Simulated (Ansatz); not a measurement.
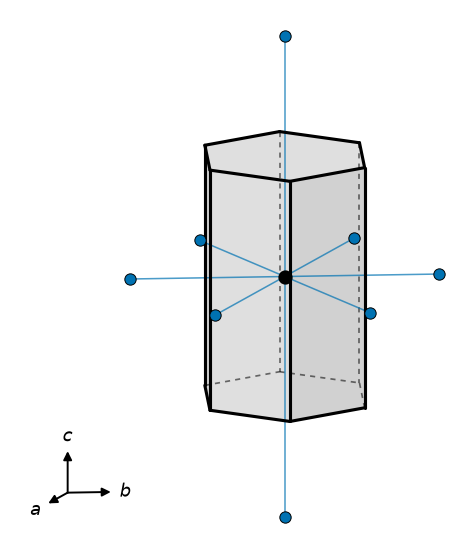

The Wigner–Seitz cell of the crystal's lattice, with lines to the lattice points that define its faces. Crystal: Al, the geometry relaxed with DFT, r2SCAN, plane waves (500 eV) with PAW, scalar-relativistic (Ansatz 0.2.0); the starting structure was generated, so it need not be a known form of this composition. All values are computed from the atomic coordinates in the standard setting (tolerance 0.002 Å).

a = 2.840 Å, b = 2.840 Å, c = 4.584 Å, α = 90.00°, β = 90.00°, γ = 120.00°; space group P6₃/mmc (No. 194).

Q: What is the cell's combinatorial type?

A: A hexagonal prism: 8 faces (6 with 4 edges, 2 with 6 edges), 18 edges, 12 vertices. Its volume is that of the primitive cell, 32.0 Å³.

Q: Which lattice vectors do the faces bisect?

A:
| example | length (Å) | faces | edges of each | area (Å²) |
| --- | --- | --- | --- | --- |
| a + b | 2.84 | 6 | 4 | 7.5 |
| c | 4.58 | 2 | 6 | 7.0 |
